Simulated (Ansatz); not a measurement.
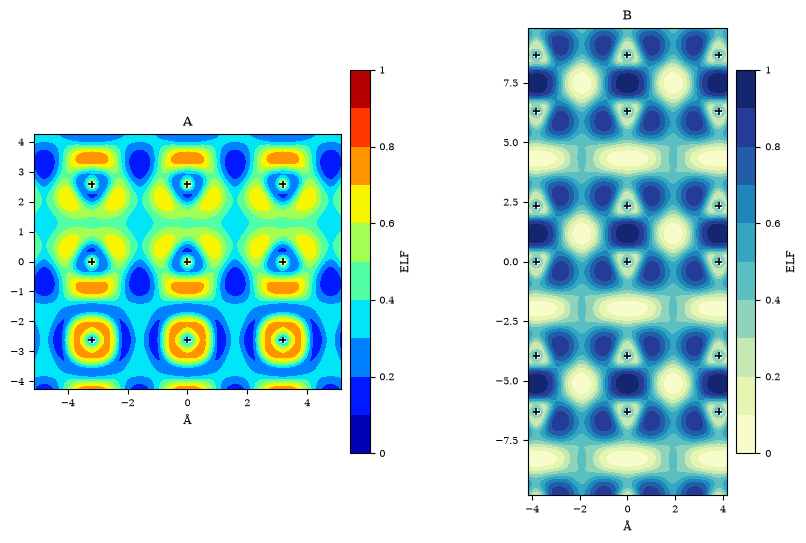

The electron localisation function of 2 systems, each on a plane through atoms (crosses mark nuclei in the plane).

Theory: DFT PBEsol, scalar-relativistic, plane waves, PAW in Ansatz.

System 1: Si$_{2}$Mo, the (100) plane of the conventional cell. Space group I4/mmm; computed without spin polarisation.

System 2: Si, the (100) plane of the conventional cell. Space group P-6m2; a generated structure, not necessarily the stable one.

```yaml
crystal:
  lattice:
    - [3.82989, 0.00000, 0.00000]
    - [-1.91495, 3.31679, 0.00000]
    - [0.00000, 0.00000, 18.91940]
  atoms:
    - { symbol: Si, position: [0.00000, 0.00000, 0.93737] }
    - { symbol: Si, position: [0.00000, 0.00000, 0.06263] }
    - { symbol: Si, position: [0.33333, 0.66667, 0.10441] }
    - { symbol: Si, position: [0.33333, 0.66667, 0.22852] }
    - { symbol: Si, position: [0.66667, 0.33333, 0.27032] }
    - { symbol: Si, position: [0.66667, 0.33333, 0.39547] }
    - { symbol: Si, position: [0.33333, 0.66667, 0.43749] }
    - { symbol: Si, position: [0.33333, 0.66667, 0.56251] }
    - { symbol: Si, position: [0.66667, 0.33333, 0.60453] }
    - { symbol: Si, position: [0.66667, 0.33333, 0.72968] }
    - { symbol: Si, position: [0.33333, 0.66667, 0.77148] }
    - { symbol: Si, position: [0.33333, 0.66667, 0.89559] }
```

Question: Which map belongs to which system?

Answer: Panel A is system 1, Si$_{2}$Mo: the plane holds Si and Mo. Si–Mo (2.62 Å): the ELF peaks at about 0.80 in the valence shell of Si, 0.9 Å from its nucleus, and is about 0.40 at the midpoint. Panel B is system 2, Si: the plane holds Si. Si–Si (2.35 Å): the ELF peaks at about 0.95 between the atoms; a shared electron pair.
